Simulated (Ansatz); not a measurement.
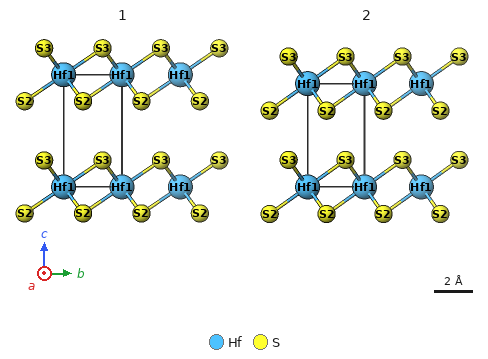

Two geometries of crystalline HfS$_{2}$ (set up in P-3m1), drawn at one scale. One is the start of a relaxation, the other its converged end. Style: ball-and-stick. Shown: the cell of the calculation, repeated 1 × 2 × 1 with one cell outlined, along the a axis.

Theory: DFT PBEsol+D3(BJ), scalar-relativistic, plane waves, PAW (Ansatz 0.2.0). Settings: plane-wave cutoff 420 eV; k-point mesh 12 × 12 × 6; occupations gaussian; smearing width 0.02 eV; no spin polarisation; cell and atoms relaxed; force threshold 0.005 eV/Å; at most 80 steps.

Which of the two is the end point?

Structure 2 is the relaxed one. The largest moves relative to the cell, 0.14 Å, are those of S2 and S3. S2 goes along −c. Hf stays in place. The drawn cell changes as follows: a = b 3.640 → 3.547 Å (−2.5 %), c 6.056 → 5.578 Å (−7.9 %); the volume changes by −12.5 %. Near-neighbour distances that change, for instance: Hf1–S2 2.541 → 2.516 Å. The space group stays P-3m1 (No. 164). The energy falls by 35.7 meV per atom in 5 accepted moves (6 points after the start). Largest force component: 0.0028 eV/Å at the start, 0.00032 eV/Å at the end. Pressure: −3.58 GPa at the start and 0.00 GPa at the end. The SCF was repeated once at an unchanged geometry on a basis and grid sized afresh for the cell, which shifted the energy by 0.3 meV per atom at most.
